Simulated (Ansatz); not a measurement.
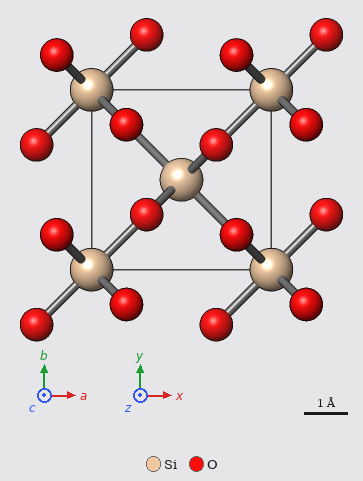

A crystal of SiO$_{2}$ (P4_2/mnm): the cell is strained equally along x and y and separately along z, with the atoms kept at their fractional coordinates. x, y and z are the Cartesian axes of the input. The picture shows the reference cell. A ball-and-stick model of the cell of the calculation, repeated 1 × 1 × 3 with one cell outlined, seen along the c axis.

Computed with Ansatz 0.2.0, DFT r2SCAN, scalar-relativistic, plane waves, PAW. Set-up: plane-wave cutoff 500 eV; k-point mesh 6 × 6 × 8; occupations gaussian; smearing width 0.05 eV; no spin polarisation. Energies (free energies at the smearing named) are counted from the relaxed crystal.

Input file:
```yaml
crystal:
  lattice:
    - [4.1854060762, 0.0, 0.0]
    - [0.0, 4.1854060762, 0.0]
    - [0.0, 0.0, 2.6687449733]
  atoms:
    - { symbol: Si, position: [0.5, 0.5, 0.5] }
    - { symbol: Si, position: [0.0, 0.0, 0.0] }
    - { symbol: O, position: [0.6938852014, 0.6938852014, 0.0] }
    - { symbol: O, position: [0.1938852014, 0.8061147986, 0.5] }
    - { symbol: O, position: [0.3061147986, 0.3061147986, 0.0] }
    - { symbol: O, position: [0.8061147986, 0.1938852014, 0.5] }
basis:
  ecutwfc: 500
kpoints:
  mp_grid: { grid: [6, 6, 8] }
hamiltonian:
  xc: r2scan
scf:
  occupations: { method: gaussian, width: 0.05 }
output:
  forces: true
  stress: true
  eigenvalues: true
  write_density: true
  write_potential: true
  elf: true
  volumetric_format: npy
```

Launched with:
```bash
ansatz run input.yaml --threads 2 --pin off --max-ram 5120MiB --backend cpu --events-out ev --progress --plain --runs-dir out
```

**Predict the energy profile on a grid with rows −0.080, −0.040, 0.000, 0.040, 0.080 and columns −0.080, −0.040, 0.000, 0.040, 0.080 (strain along x and y; strain along z).**

Rows: strain along x and y; columns: strain along z; values in meV/atom.

```
        −0.080  −0.040  0.000  0.040  0.080
−0.080     609     403    286    238    244
−0.040     287     134     64     59    101
 0.000     145      33      0     27     99
 0.040     137      57     53    105    199
 0.080     231     175    190    260    370
```

In pairs of (strain along x and y; strain along z): the lowest computed point lies at (0.000, 0.000) (0 meV/atom), the highest at (−0.080, −0.080) (609 meV/atom). The valley is tilted: raising the in-plane strain is made harder by raising the strain along z (cross term 0.36 of the geometric mean of the two curvatures). Over the ranges scanned the energy rises more along the first axis, the in-plane strain. The pressure runs from −47.8 GPa at (0.080, 0.080) to 139.4 GPa at (−0.080, −0.080).

As a map, interpolated between the computed points (dots):

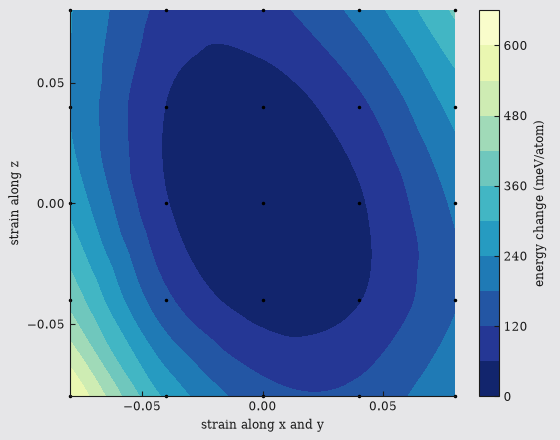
